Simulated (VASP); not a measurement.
System: Cs₂AgBiBr₆, space group Fm-3m (No. 225).

Structure:
```
Bi Cs Ag Br
1.0
     0.00000    5.61610    5.61610
     5.61610    0.00000    5.61610
     5.61610    5.61610    0.00000
Bi Cs Ag Br
1 2 1 6
Direct
  0.00000 0.00000 0.00000
  0.75000 0.75000 0.75000
  0.25000 0.25000 0.25000
  0.50000 0.50000 0.50000
  0.74945 0.74945 0.25055
  0.25055 0.25055 0.74945
  0.74945 0.25055 0.25055
  0.74945 0.25055 0.74945
  0.25055 0.74945 0.74945
  0.25055 0.74945 0.25055
```

Calculation (VASP 6.6.1): plane-wave DFT, no spin polarisation; energies at scaled volumes of the given cell, shape and fractions fixed, counted from the fit's minimum, third-order Birch-Murnaghan fit. Level: PBEsol.

- k mesh: 4×4×4
- occupations: Fermi–Dirac
- smearing width: 0.05 eV
- potentials: VASP PAW PBE potentials, recommended
- wave cutoff: 520 eV

Describe the result: the energy and pressure against volume. The volume takes the values 33.30, 34.01, 34.72, 35.43, 36.14, 36.84, 37.55 Å³/atom.

A third-order Birch–Murnaghan fit gives V0 = 35.44 Å³/atom, B0 = 27.7 GPa and B′ = 5.0. The energy is 12.61 meV/atom at volume 33.30 Å³/atom and 9.72 meV/atom at 37.55 Å³/atom; the lowest computed point is at volume 35.43 Å³/atom (0.00 meV/atom). The pressure falls from 1.99 GPa at volume 33.30 Å³/atom to −1.41 GPa at 37.55 Å³/atom, and changes sign near 35.41 Å³/atom.

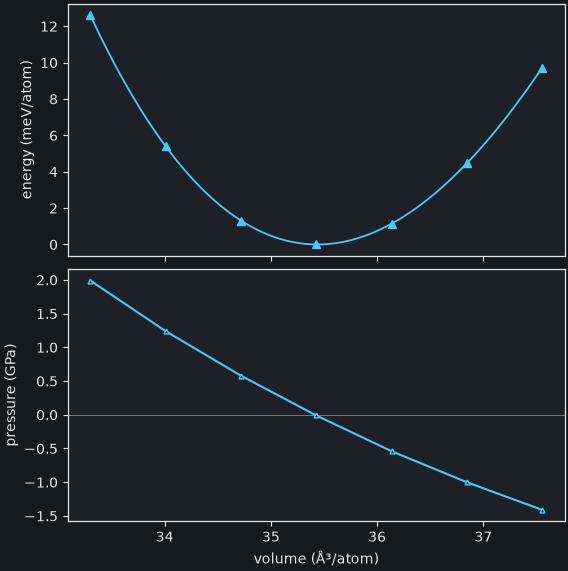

Keep in mind: spin-orbit coupling left out, heavy elements.
